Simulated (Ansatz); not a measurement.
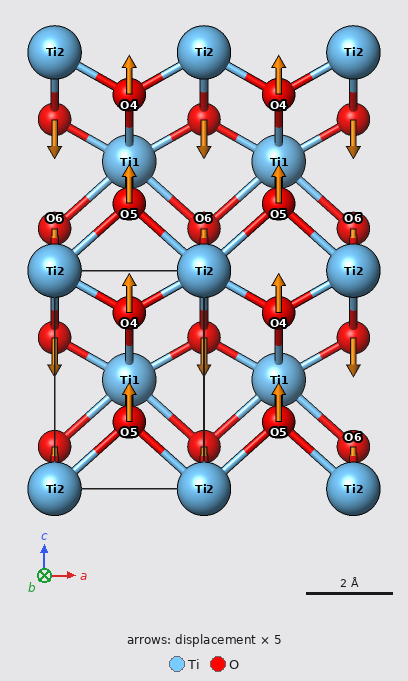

This is a relaxation of crystalline TiO2 (a generated structure, set up in P4_2/nmc) (coarse preliminary run). The starting structure is drawn; orange arrows show the displacements (the part carried along by the change of the cell is left out), 5 times their true length.

Style: ball-and-stick. Shown: the cell of the calculation, repeated 2 × 1 × 2 with one cell outlined, along the b axis.

Case: Hf → Ti on all its sites, cell and atoms relaxed.

Level of theory: Ansatz 0.2.0, DFT PBE, scalar-relativistic, plane waves, PAW. Settings: plane-wave cutoff 420 eV; k-point mesh 6 × 6 × 4; occupations gaussian; smearing width 0.1 eV; no spin polarisation; cell and atoms relaxed; force threshold 0.05 eV/Å; at most 60 steps.

Q: Atoms of which element are displaced furthest, and by how much?

A: Oxygen: up to 0.19 Å, against 0.00 Å for titanium.

Q: Describe the change and its energy.

A: The largest moves relative to the cell, 0.19 Å, are those of O atoms. Ti stays in place. The drawn cell changes as follows: a = b 3.491 → 3.392 Å (−2.8 %), c 5.098 → 5.311 Å (+4.2 %); the volume changes by −1.6 %. Some distances before and after: O–Ti 2.343 → 2.485 Å, O–Ti 2.004 → 1.892 Å. Bond angles that change, for instance: Ti–O–Ti 96.3° → 86.1°, Ti–O–Ti 121.1° → 127.4°. The space group stays P4_2/nmc (No. 137). The energy falls by 88.0 meV per atom in 5 accepted moves (6 points after the start). Largest force component: 0.92 eV/Å at the start, 0.0066 eV/Å at the end. Pressure: −15.75 GPa at the start and −0.05 GPa at the end. The SCF was repeated once at an unchanged geometry on a basis and grid sized afresh for the cell, which shifted the energy by 0.5 meV per atom at most. Cost: 26 s on 1 thread of Intel(R) Xeon(R) Platinum 8259CL CPU @ 2.50GHz (Skylake/Cascade Lake) (shared host), peak memory 0.42 GiB.
